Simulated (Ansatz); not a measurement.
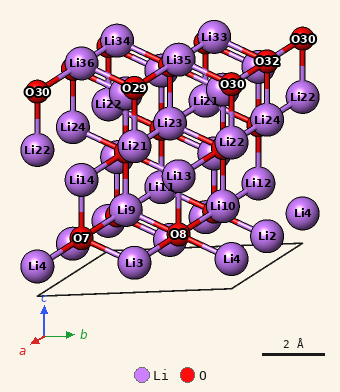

This is the input geometry for a constrained relaxation of a slab of composition Li$_{2}$O (cut from the Fm-3m phase). A ball-and-stick model of the cell of the calculation, outlined in the plane, without the vacuum, seen slightly off an axis.

Case: clean slab, lower planes held. The slab is the (1 1 1) face of Li2O. 16 atoms are held fixed.

All numbers below come from DFT PBE+D3(BJ), scalar-relativistic, plane waves, PAW in Ansatz.

The input:
```yaml
crystal:
  lattice:
    - [6.3987489444, 0.0, 0.0]
    - [-3.1993744722, 5.5414791383, 0.0]
    - [0.0, 0.0, 22.5306957942]
  atoms:
    - { symbol: Li, position: [0.5, 0.5, 0.3550711471] }
    - { symbol: Li, position: [0.5, 0.0, 0.3550711471] }
    - { symbol: Li, position: [0.0, 0.5, 0.3550711471] }
    - { symbol: Li, position: [0.0, 0.0, 0.3550711471] }
    - { symbol: O, position: [0.3333333333, 0.1666666667, 0.3840569177] }
    - { symbol: O, position: [0.3333333333, 0.6666666667, 0.3840569177] }
    - { symbol: O, position: [0.8333333333, 0.1666666667, 0.3840569177] }
    - { symbol: O, position: [0.8333333333, 0.6666666667, 0.3840569177] }
    - { symbol: Li, position: [0.6666666667, 0.3333333333, 0.4130426882] }
    - { symbol: Li, position: [0.6666666667, 0.8333333333, 0.4130426882] }
    - { symbol: Li, position: [0.1666666667, 0.3333333333, 0.4130426882] }
    - { symbol: Li, position: [0.1666666667, 0.8333333333, 0.4130426882] }
    - { symbol: Li, position: [0.8333333333, 0.6666666667, 0.4710142294] }
    - { symbol: Li, position: [0.8333333333, 0.1666666667, 0.4710142294] }
    - { symbol: Li, position: [0.3333333333, 0.6666666667, 0.4710142294] }
    - { symbol: Li, position: [0.3333333333, 0.1666666667, 0.4710142294] }
    - { symbol: O, position: [0.6666666667, 0.3333333333, 0.5] }
    - { symbol: O, position: [0.6666666667, 0.8333333333, 0.5] }
    - { symbol: O, position: [0.1666666667, 0.3333333333, 0.5] }
    - { symbol: O, position: [0.1666666667, 0.8333333333, 0.5] }
    - { symbol: Li, position: [0.0, 0.5, 0.5289857706] }
    - { symbol: Li, position: [0.0, 0.0, 0.5289857706] }
    - { symbol: Li, position: [0.5, 0.5, 0.5289857706] }
    - { symbol: Li, position: [0.5, 0.0, 0.5289857706] }
    - { symbol: Li, position: [0.1666666667, 0.8333333333, 0.5869573118] }
    - { symbol: Li, position: [0.1666666667, 0.3333333333, 0.5869573118] }
    - { symbol: Li, position: [0.6666666667, 0.8333333333, 0.5869573118] }
    - { symbol: Li, position: [0.6666666667, 0.3333333333, 0.5869573118] }
    - { symbol: O, position: [0.0, 0.5, 0.6159430823] }
    - { symbol: O, position: [0.0, 0.0, 0.6159430823] }
    - { symbol: O, position: [0.5, 0.5, 0.6159430823] }
    - { symbol: O, position: [0.5, 0.0, 0.6159430823] }
    - { symbol: Li, position: [0.3333333333, 0.6666666667, 0.6449288529] }
    - { symbol: Li, position: [0.3333333333, 0.1666666667, 0.6449288529] }
    - { symbol: Li, position: [0.8333333333, 0.6666666667, 0.6449288529] }
    - { symbol: Li, position: [0.8333333333, 0.1666666667, 0.6449288529] }
basis:
  ecutwfc: 420
kpoints:
  mp_grid: { grid: [3, 3, 1] }
hamiltonian:
  xc: pbe
  dispersion: d3bj
scf:
  occupations: { method: gaussian, width: 0.05 }
output:
  forces: true
  eigenvalues: true
  write_density: true
  write_potential: true
  elf: true
  volumetric_format: npy
relax:
  adjacent_minimum: "off"
  f_tol: 0.03
  max_steps: 70
  constraints: [{ sites: [0, 1, 2, 3, 4, 5, 6, 7, 8, 9, 10, 11, 12, 13, 14, 15] }]
efield:
  axis: 3
  dipole_correction: true
  ramp_width: 0.04
```

Run as
```bash
ansatz run input.yaml --threads 4 --pin off --max-ram 12288MiB --backend cpu --events-out ev --progress --plain --runs-dir out
```

Question: Where does the constrained relaxation end?

Answer: The largest moves, 0.043 Å, are those of O29, O30, O31 and O32. O29 goes along the normal (+c). Largest moves by element: O 0.043 Å, Li 0.017 Å. The cell doesn't change. Among the contacts that change: Li21–O29 1.959 → 1.987 Å, O29–Li33 1.959 → 1.948 Å, Li13–Li21 2.262 → 2.271 Å, Li10–O18 1.959 → 1.968 Å. Over 2 accepted moves (3 points after the start) the energy falls by 23.0 meV per cell of the calculation. Largest force component: 0.33 eV/Å at the start, 0.025 eV/Å at the end. 1 step only repeated the SCF at the same geometry.

Step by step:

```json
{"step": "0", "E − E(0), meV/atom": "0.00", "largest force component, eV/Å": "0.3328", "note": ""}
{"step": "1", "E − E(0), meV/atom": "-0.49", "largest force component, eV/Å": "0.1472", "note": ""}
{"step": "2", "E − E(0), meV/atom": "-0.64", "largest force component, eV/Å": "0.0249", "note": ""}
{"step": "3", "E − E(0), meV/atom": "-0.64", "largest force component, eV/Å": "0.0250", "note": "same geometry, SCF repeated"}
```
